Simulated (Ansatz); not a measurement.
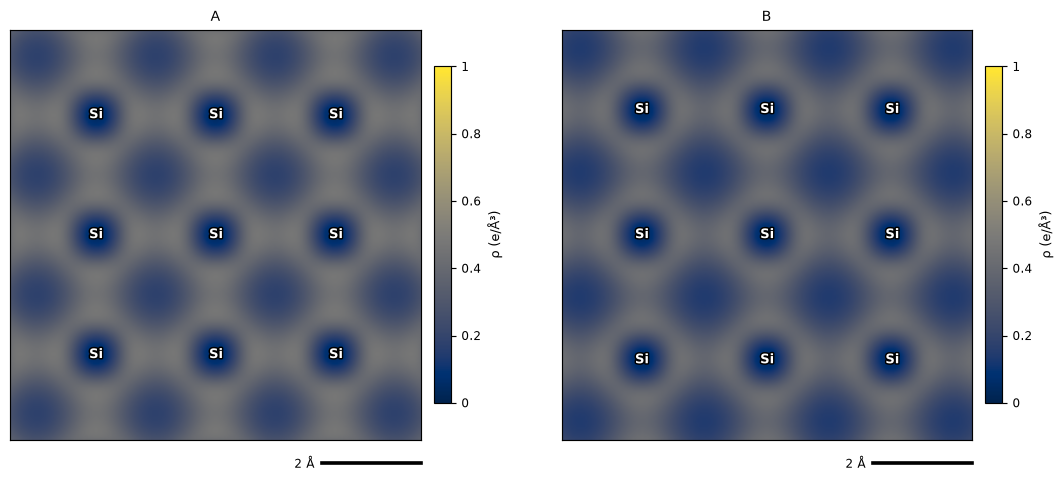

Si. The valence electron density of two cells that differ in size, on the (001) plane of each (indices in the axes of the calculation cell), at one length scale and on one colour scale; one has 14.3 and the other 16.2 Å³ an atom.

Computed with Ansatz, DFT, PBE, plane waves (420 eV) with PAW, scalar-relativistic.

In a PAW calculation such maps are meaningful between the atoms, not at the nuclei.

The larger cell:

```
Si
1.0
     2.53032    0.00000    0.00000
     0.00000    2.53032    0.00000
     0.00000    0.00000    2.53032
Si
1
Direct
  0.00000 0.00000 0.00000
```

The smaller cell: a = 2.425 Å, b = 2.425 Å, c = 2.425 Å, α = 90.00°, β = 90.00°, γ = 90.00°.

### Which panel shows the smaller cell, and what does the compression change?

Panel A is the smaller cell, by 12 % in volume. From the larger cell to the smaller, Si–Si goes from 2.53 to 2.42 Å, and the density at its midpoint from 0.39 to 0.45 e/Å³; the pressure goes from 0.3 to 18 GPa.
